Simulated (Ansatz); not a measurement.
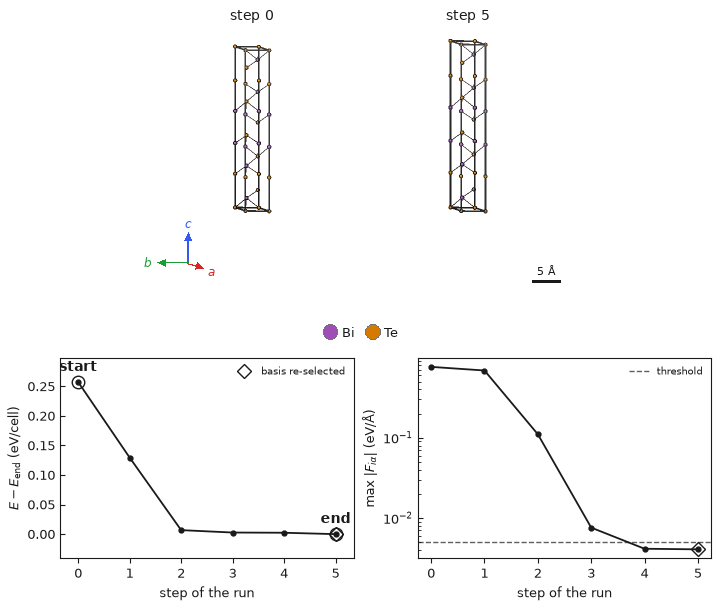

First and last geometry of a relaxation of a crystal of Bi$_{2}$Te$_{3}$ (built on the tetradymite type), with the history of the run. Style: ball-and-stick. Shown: the conventional cell (3 times the calculation's cell), from a free direction. Lengths and directions refer to the drawn axes.

Theory: DFT, PBE-D3(BJ), plane waves, PAW in Ansatz 0.2.0. (plane-wave cutoff 420 eV; k-point mesh 6 × 6 × 6; occupations fermi dirac; smearing width 0.02 eV; no spin polarisation; cell and atoms relaxed; force threshold 0.005 eV/Å)

**Read the history and describe the run.**

It converged. The energy falls by 0.257 eV per cell of the calculation in 4 accepted moves (5 points after the start). Largest force component: 0.76 eV/Å at the start, 0.0041 eV/Å at the end. Pressure: 5.95 GPa at the start and −0.01 GPa at the end. The SCF was repeated once at an unchanged geometry on a basis and grid sized afresh for the cell, which shifted the energy by 2.4 meV per cell of the calculation at most. The largest moves relative to the cell, 0.021 Å, are those of Te atoms. Largest moves by element: Te 0.021 Å, Bi 0.004 Å. Cell: a = b 4.273 → 4.388 Å (+2.7 %), c 29.235 → 30.278 Å (+3.6 %). Volume +9.2 %. Among the contacts that change: Bi–Te 2.972 → 3.069 Å, Bi–Te 3.144 → 3.241 Å. The space group stays R-3m (No. 166). The run took 15 s on 4 threads of Arm Neoverse V2, with other jobs on the host, peak memory 0.63 GiB.
